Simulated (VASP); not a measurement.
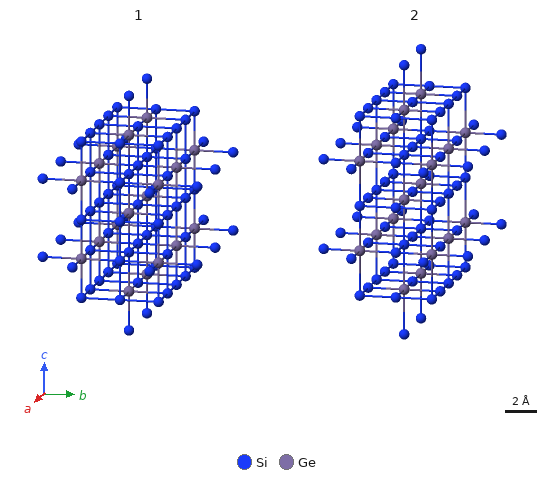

Two geometries of solid Si3Ge (a generated structure, set up in I4/mmm), drawn at one scale. One is the start of a relaxation, the other its converged end. The picture is a ball-and-stick view of the conventional cell (2 times the calculation's cell), repeated 2 × 1 × 2 with one cell outlined, seen slightly off an axis. Lengths and directions refer to the drawn axes.

All numbers below come from Kohn-Sham DFT of a periodic cell, PBE, VASP PAW PBE potentials, recommended in VASP. Settings: plane-wave cutoff 520 eV; k-point mesh 6 × 6 × 6; occupations gaussian; smearing width 0.15 eV; no spin polarisation.

Which geometry has the lower energy?

Answer. Structure 1 is the relaxed one. The run lets cell and atoms move. After 8 geometry steps the energy has fallen by 194 meV per atom. All forces vanish by symmetry, so only the cell relaxes. Pressure: 8.96 GPa at the start and 0.36 GPa at the end. No atom moves by more than 0.005 Å relative to the cell. The drawn cell changes as follows: a = b 4.778 → 5.119 Å (+7.1 %), c 5.940 → 5.177 Å (−12.8 %); the volume changes by +0.1 %. Some distances before and after: Ge–Si 2.970 → 2.589 Å, Si–Si 2.970 → 2.589 Å, Ge–Si 2.389 → 2.560 Å, Si–Si 2.389 → 2.560 Å. The space group stays I4/mmm (No. 139).
